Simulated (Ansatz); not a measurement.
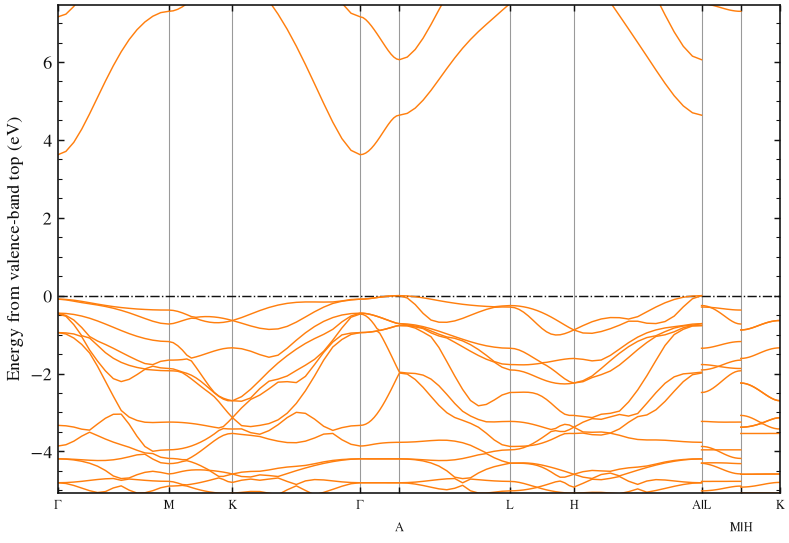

Band structure. Energies are counted from the top of the valence band.

### What lattice type does the k path imply?

A hexagonal (primitive) lattice: the path Γ–M–K–Γ–A–L–H–A|L–M|H–K runs through the special points of its Brillouin zone.

System: Mg2ZnO3, space group P-3m1 (No. 164), 6 atoms in the cell.

```yaml
crystal:
  lattice:
    - [3.03016, 0.00000, 0.00000]
    - [-1.51508, 2.62420, 0.00000]
    - [0.00000, 0.00000, 7.39546]
  atoms:
    - { symbol: Mg, position: [0.33333, 0.66667, 0.66581] }
    - { symbol: Mg, position: [0.66667, 0.33333, 0.33419] }
    - { symbol: Zn, position: [0.00000, 0.00000, 0.00000] }
    - { symbol: O, position: [0.33333, 0.66667, 0.17247] }
    - { symbol: O, position: [0.66667, 0.33333, 0.82753] }
    - { symbol: O, position: [0.00000, 0.00000, 0.50000] }
```

Computed with Ansatz 0.2.0: DFT r2SCAN, scalar-relativistic, plane waves, PAW, no spin polarisation, 12×12×4 k mesh, 500 eV cutoff, Gaussian smearing of 0.02 eV.

### Read off the fundamental gap and say whether it is direct.

The bands leave a gap. The gap along this path is 3.62 eV and indirect, from the valence-band top at A to the conduction-band bottom at Γ; the smallest direct gap is 3.71 eV, at Γ.

### What are the direct gaps at M, Γ and A?

The direct gaps are 7.67 eV at M, 3.71 eV at Γ and 4.63 eV at A.

### How many bands meet at the valence-band top?

Two bands meet at the valence-band top at A: it is doubly degenerate (spin aside).

The cell is at −6 GPa in this functional.
